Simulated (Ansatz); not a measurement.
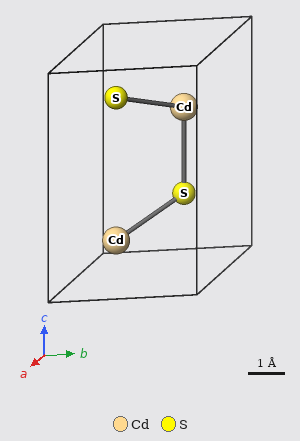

Lattice vibrations of solid CdS (a generated structure), space group P6₃mc (No. 186), at the zone centre. A ball-and-stick model of the cell of the calculation, seen from a free direction.

Computed with DFT PBE, scalar-relativistic, plane waves, PAW in Ansatz 0.2.0. Set-up: plane-wave cutoff 420 eV; k-point mesh 6 × 6 × 4; occupations fixed; no spin polarisation.

Frequencies are those without the non-analytic (LO–TO) term.

**Give the spectrum at this point.**

The calculation's cell holds 4 atoms, so there are 9 optical modes, in 6 levels. The optical modes span 2E₂ + 2B₁ + A₁ + E₁. No level is unstable.

```csv
level,symmetry,frequency (cm⁻¹),activity
1,E₂,43,Raman-active
2,B₁,129,silent
3,A₁,212,infrared- and Raman-active
4,E₁,219,infrared- and Raman-active
5,E₂,231,Raman-active
6,B₁,280,silent
```

The displacement patterns (one member of each degenerate set):

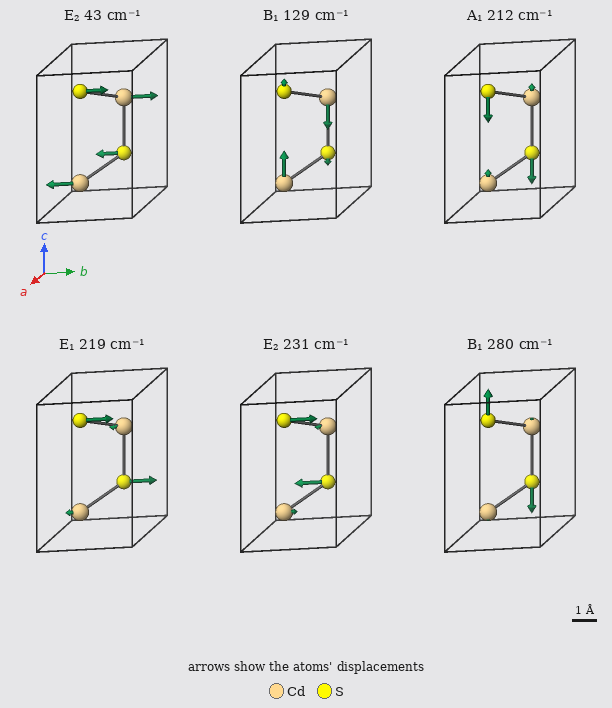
